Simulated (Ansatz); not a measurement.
## Electronic structure of ZnO in real space

The calculation's input:

```
crystal:
  lattice:
    - [-1.41975561, 1.41975561, 2.1712183048]
    - [1.41975561, -1.41975561, 2.1712183048]
    - [1.41975561, 1.41975561, -2.1712183048]
  atoms:
    - { symbol: Zn, position: [0.0, 0.0, 0.0] }
    - { symbol: O, position: [0.5, 0.5, 0.0] }
basis:
  ecutwfc: 420
kpoints:
  mp_grid: { grid: [14, 14, 14] }
hamiltonian:
  xc: pbe
scf:
  occupations: { method: gaussian, width: 0.02 }
output:
  forces: true
  stress: true
  eigenvalues: true
  populations: true
  write_density: true
  write_potential: true
  elf: true
  volumetric_format: npy
```

Run with:

```sh
ansatz run input.yaml --threads 1 --pin off --max-ram 2560MiB --backend cpu --events-out ev --progress --plain --runs-dir out
```

Below, planes, directions and counts refer to the conventional cell (a = 2.84 Å, b = 2.84 Å, c = 4.34 Å, α = 90.00°, β = 90.00°, γ = 90.00°).

Space group I4/mmm; changed on purpose from its base cell (Co replaced by Zn, lengths x 0.987, strained and moved within the space group); computed pressure about 37 GPa in this cell.

Theory: DFT PBE, scalar-relativistic, plane waves, PAW in Ansatz.

The density is the valence pseudo-density of a PAW calculation; it isn't the true density close to the nuclei.

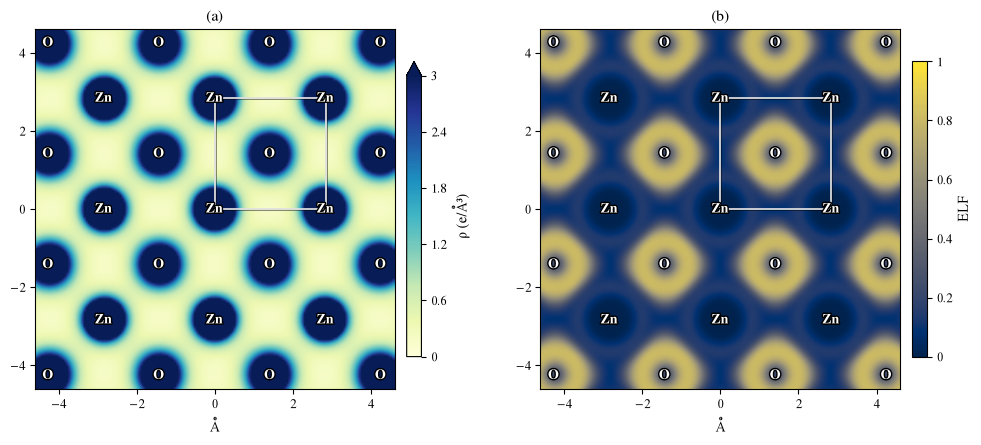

Figure 1. (a) valence charge density (pseudo); (b) electron localisation function on the (001) plane of the conventional cell.

> What does the map show?

The section cuts through Zn and O sites.
Zn–O (2.01 Å): ρ at the midpoint is about 0.55 e/Å³; the ELF peaks at about 0.80 in the valence shell of O, 0.6 Å from its nucleus, and is about 0.20 at the midpoint (no shared electron pair shows on this line).
Between the atoms the lowest density in this plane is 0.18 e/Å³.

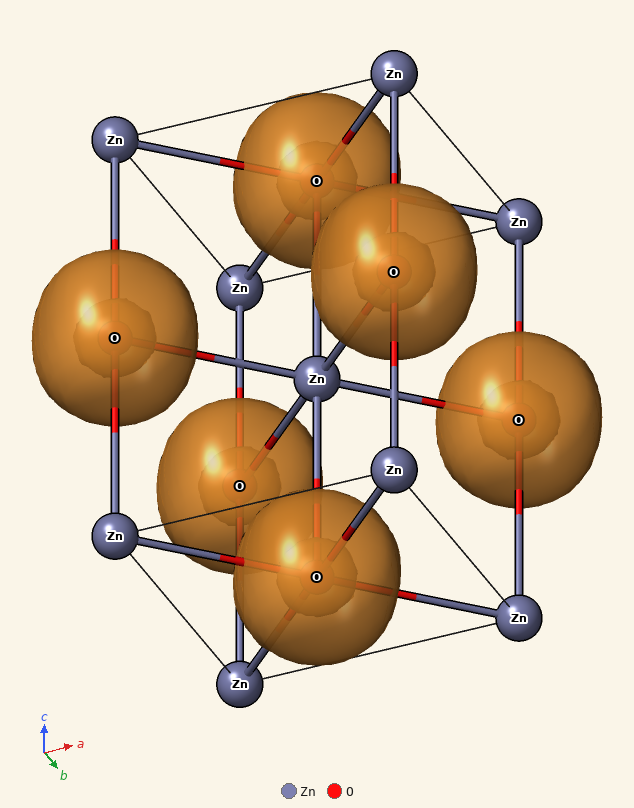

Figure 2. Isosurface of the ELF at 0.7 (orange), seen at an oblique angle. Core shells and regions of very low density are left out. Sticks mark near contacts.

> Where are the electrons localised?

The surface consists of two regions wrapped around O (the valence shell of each), counted in one cell of 4 atoms. Any copies at cell faces, edges or corners count once. Along the contacts the grid gives the following. Zn–O (2.17 Å): the ELF peaks at about 0.80 in the valence shell of O, 0.6 Å from its nucleus, and drops to about 0.10 between the two atoms (no localised pair shows between them).

> Does the calculation give a band gap?

It is gapped, with a Kohn–Sham gap of 1.2 eV on the k-point mesh (the band edges may lie off the mesh, which would make the gap smaller).
